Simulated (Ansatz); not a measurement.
# From Mg to Al

System: Mg (Fm-3m, 1 atom in the cell).
Method of run 1: DFT r2SCAN, scalar-relativistic, plane waves, PAW, no spin polarisation (Ansatz 0.2.0).
System of run 2: Al (1 atom in the cell).

On run 1: The structure was made by swapping elements on the sites of another compound; it need not be a known phase. On run 2: The structure derives from a Materials Project entry. Text and figures count atoms from 1; the logs count them from 0 in places.

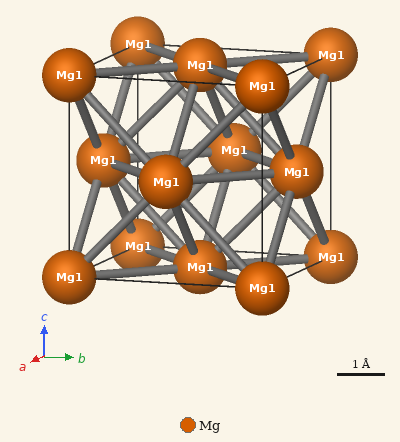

**Figure 1.** The structure as given in the input (ball-and-stick view of the cell 4 times as large as that of the calculation, set on its symmetry axes, seen slightly off an axis; atoms are numbered from 1 in the order of the input). An atom can appear more than once, as a periodic image. Near neighbours in the periodic cell (some may lie outside the picture): Mg has 12 Mg at 3.13 Å.

### The input, run 1
```yaml
crystal:
  lattice:
    - [0.0, 2.2122725257, 2.2122725257]
    - [2.2122725257, 0.0, 2.2122725257]
    - [2.2122725257, 2.2122725257, 0.0]
  atoms:
    - { symbol: Mg, position: [0.0, 0.0, 0.0] }
basis:
  ecutwfc: 500
kpoints:
  mp_grid: { grid: [8, 8, 8] }
hamiltonian:
  xc: r2scan
scf:
  occupations: { method: gaussian, width: 0.1 }
output:
  forces: true
  stress: true
  eigenvalues: true
```

Command:
```bash
ansatz run input.yaml --threads 1 --pin off --max-ram 2560MiB --backend cpu --events-out ev --progress --plain --runs-dir out
```

Hardware: 1 thread of AMD EPYC (Zen 3), 32 GiB of memory available, shared host.

### Output, shortened to warnings, some set-up lines, iterations and results (run 1)
```
Basis set: ecut = 500 eV, 537 PW (Γ), exchange–correlation on 96×96×96 points (64 copies of the dense FFT grid, shifted against one another)
Symmetry: 48 space group operations
k-points: 29 of 512
Initial density: superposition of atomic densities (neutral atoms: chi_scale 0, normalization atom), corrected by the library's trained network
[...]
SCF iter   1: F=—  HF=-1926.376912 eV  |F-HF|=—  |Δ(HF+E_count)|=         —  Δρ=7.46e-3  dr2=3.96e-3  dr2_τ=3.74e-4  ethr=1.77e-3  ⟨swp⟩=5.7  Hψ=1871  notcnv=0
SCF iter   2: F=—  HF=-1926.381390 eV  |F-HF|=—  |Δ(HF+E_count)|=   4.48e-3  Δρ=2.52e-3  dr2=7.38e-4  dr2_τ=1.96e-5  ethr=3.96e-5  ⟨swp⟩=2.0  Hψ=752  notcnv=0  defer=2
SCF iter   3: F=—  HF=-1926.381565 eV  |F-HF|=—  |Δ(HF+E_count)|=   1.75e-4  Δρ=4.26e-4  dr2=3.34e-5  dr2_τ=8.71e-7  ethr=7.38e-6  ⟨swp⟩=2.8  Hψ=404  notcnv=0  defer=2
SCF iter   4: F=—  HF=-1926.381576 eV  |F-HF|=—  |Δ(HF+E_count)|=   1.07e-5  Δρ=3.27e-5  dr2=1.77e-7  dr2_τ=5.06e-9  ethr=3.34e-7  ⟨swp⟩=1.2  Hψ=287  notcnv=0  defer=2
SCF iter   5: F=-1926.381576 eV  HF=-1926.381576 eV  |F-HF|=7.27e-10  |Δ(HF+E_count)|=   2.06e-7  Δρ=3.02e-6  dr2=1.74e-9  dr2_τ=2.07e-10  ethr=1.77e-9  ⟨swp⟩=2.2  Hψ=392  …
SCF iter   6: F=-1926.381576 eV  HF=-1926.381576 eV  |F-HF|=3.64e-12  |Δ(HF+E_count)|=  6.09e-10  Δρ=2.01e-7  dr2=7.28e-12  dr2_τ=4.70e-13  ethr=1.74e-11  ⟨swp⟩=2.2  Hψ=742  …
SCF 1 converged in 6 iterations: F = -1926.381576 eV  dr2 = 7.28e-12
SCF converged after 6 iterations
Free energy (F): -1926.381576 eV
Harris-Foulkes:  -1926.381576 eV  (|F-HF|=3.64e-12)
Internal energy: -1926.376424 eV  (E = F + TS)
E sigma→0 (E₀):  -1926.379000 eV
Entropy (-TS):   -0.005152 eV (-5.152 meV/atom)
Fermi energy:    5.897024 eV
--- Per-component energies (eV) ---
  E_band       = -366.295670
  E_kinetic    = 74.699658
  E_local      = -1598.586417  (includes V_loc(G=0)·N_el)
  E_nonlocal   = 95.915638
  E_hartree    = 570.443978
  E_xc         = -26.607354
  E_vxc        = -38.618469  (∫ρ·V_xc dr)
  E_paw        = -296.145923  (= ΣΔE_a)
  E_vpaw       = -43.104367  (= ΣTr[D̂ρ^β])
  E_aug_tail   = -0.000002  (compensation charges beyond the density's cutoff)
  E_vtau       = 2.510427  (kinetic-family band-sum trace: ∫τ·v_τ [+ j·A + Jᵃ·Aᵃ] dr)
  E_ewald      = -746.069796
  E_core_change = -0.026208  (= ΣΔE_core)
  E_smearing   = -0.005152  (= −TS)
  E_closure    = -0.000000  (closes the sum)
  Σ components = -1926.381576   (vs F -1926.381576, Δ=0.00e0)
--- Forces (eV/Å), atoms counted from 1 ---
  atom   1  Mg     0.00000000     0.00000000    -0.00000000
  max |Σ_I F_I| component: 3.39e-32 eV/Å
--- Stress (GPa, compression-positive) ---
        2.052000      -0.000000       0.000000
       -0.000000       2.052000      -0.000000
        0.000000       0.000000       2.052000
  P = ⅓ Tr σ = 2.0520 GPa (20.520 kbar)
```

For run 2 the input was changed thus:
```diff
-    - [0.0, 2.2122725257, 2.2122725257]
-    - [2.2122725257, 0.0, 2.2122725257]
-    - [2.2122725257, 2.2122725257, 0.0]
+    - [0.0, 2.0194648466, 2.0194648466]
+    - [2.0194648466, 0.0, 2.0194648466]
+    - [2.0194648466, 2.0194648466, 0.0]
-    - { symbol: Mg, position: [0.0, 0.0, 0.0] }
+    - { symbol: Al, position: [0.0, 0.0, 0.0] }
```

What does this change do to the results?

The total energies belong to different systems, so their difference says nothing on which is more stable or more accurate. The pressure goes from 2.05 to −2.64 GPa. The volume per atom goes from 21.65 to 16.47 Å³. The number of SCF iterations is the same. The plane waves at Γ go from 537 to 411.

### Output, shortened to warnings, some set-up lines, iterations and results (run 2)
```
Basis set: ecut = 500 eV, 411 PW (Γ), exchange–correlation on 96×96×96 points (64 copies of the dense FFT grid, shifted against one another)
Symmetry: 48 space group operations
k-points: 29 of 512
Initial density: superposition of atomic densities (neutral atoms: chi_scale 0, normalization atom), corrected by the library's trained network
[...]
SCF iter   1: F=—  HF=-540.391459 eV  |F-HF|=—  |Δ(HF+E_count)|=         —  Δρ=3.30e-3  dr2=1.95e-3  dr2_τ=4.30e-3  ethr=1.77e-3  ⟨swp⟩=4.7  Hψ=1513  notcnv=0
SCF iter   2: F=—  HF=-540.399087 eV  |F-HF|=—  |Δ(HF+E_count)|=   7.63e-3  Δρ=2.22e-3  dr2=8.91e-4  dr2_τ=2.44e-6  ethr=6.51e-5  ⟨swp⟩=2.0  Hψ=566  notcnv=0  defer=14
SCF iter   3: F=—  HF=-540.399030 eV  |F-HF|=—  |Δ(HF+E_count)|=   5.71e-5  Δρ=9.99e-4  dr2=1.75e-4  dr2_τ=4.91e-7  ethr=2.97e-5  ⟨swp⟩=1.0  Hψ=160  notcnv=0  defer=14
SCF iter   4: F=—  HF=-540.399023 eV  |F-HF|=—  |Δ(HF+E_count)|=   6.55e-6  Δρ=3.25e-4  dr2=1.77e-5  dr2_τ=2.57e-8  ethr=5.83e-6  ⟨swp⟩=1.0  Hψ=160  notcnv=0  defer=14
SCF iter   5: F=—  HF=-540.399025 eV  |F-HF|=—  |Δ(HF+E_count)|=   1.12e-6  Δρ=5.58e-5  dr2=5.14e-7  dr2_τ=6.23e-10  ethr=5.92e-7  ⟨swp⟩=1.0  Hψ=160  notcnv=0  defer=14
SCF iter   6: F=-540.399025 eV  HF=-540.399025 eV  |F-HF|=1.47e-9  |Δ(HF+E_count)|=   5.31e-8  Δρ=7.76e-6  dr2=1.03e-8  dr2_τ=1.40e-11  ethr=3.33e-9  ⟨swp⟩=5.4  Hψ=873  …
SCF 1 converged in 6 iterations: F = -540.399025 eV  dr2 = 1.03e-8
SCF converged after 6 iterations
Free energy (F): -540.399025 eV
Harris-Foulkes:  -540.399025 eV  (|F-HF|=1.47e-9)
Internal energy: -540.396408 eV  (E = F + TS)
E sigma→0 (E₀):  -540.397716 eV
Entropy (-TS):   -0.002616 eV (-2.616 meV/atom)
Fermi energy:    8.031647 eV
--- Per-component energies (eV) ---
  E_band       = 9.831546
  E_kinetic    = 23.004166
  E_local      = 10.283661  (includes V_loc(G=0)·N_el)
  E_nonlocal   = 9.550477
  E_hartree    = 0.117269
  E_xc         = -36.674256
  E_vxc        = -31.101264  (∫ρ·V_xc dr)
  E_paw        = -473.060568  (= ΣΔE_a)
  E_vpaw       = -3.361502  (= ΣTr[D̂ρ^β])
  E_aug_tail   = -0.000001  (compensation charges beyond the density's cutoff)
  E_vtau       = 1.221484  (kinetic-family band-sum trace: ∫τ·v_τ [+ j·A + Jᵃ·Aᵃ] dr)
  E_ewald      = -73.557049
  E_core_change = -0.060108  (= ΣΔE_core)
  E_smearing   = -0.002616  (= −TS)
  E_closure    = 0.000000  (closes the sum)
  Σ components = -540.399025   (vs F -540.399025, Δ=0.00e0)
--- Forces (eV/Å), atoms counted from 1 ---
  atom   1  Al     0.00000000     0.00000000     0.00000000
  max |Σ_I F_I| component: 1.77e-34 eV/Å
--- Stress (GPa, compression-positive) ---
       -2.638331       0.000000      -0.000000
        0.000000      -2.638331       0.000000
       -0.000000      -0.000000      -2.638331
  P = ⅓ Tr σ = -2.6383 GPa (-26.383 kbar)
```

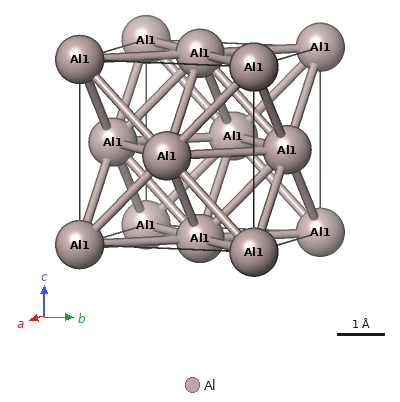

**Figure 2.** The input structure of run 2 (ball-and-stick view of the cell 4 times as large as that of the calculation, set on its symmetry axes, seen slightly off an axis; atoms are numbered from 1 in the order of the input). An atom can appear more than once, as a periodic image.

### The two runs side by side

| quantity | run 1 | run 2 |
| --- | --- | --- |
| outcome | converged | converged |
| free energy per atom (eV) | −1926.3816 | −540.3990 |
| energy per atom, smearing taken to zero (eV) | −1926.3790 | −540.3977 |
| gap on the mesh (eV) | 0.00 | 0.00 |
| pressure (GPa) | 2.05 | −2.64 |
| volume per atom (Å³) | 21.65 | 16.47 |
| largest force (eV/Å) | 0.000 | 0.000 |
| SCF iterations | 6 | 6 |
| irreducible k-points | 29 | 29 |
| plane waves at Γ | 537 | 411 |
| wall time (shared host) | 1.1 s | 0.78 s |
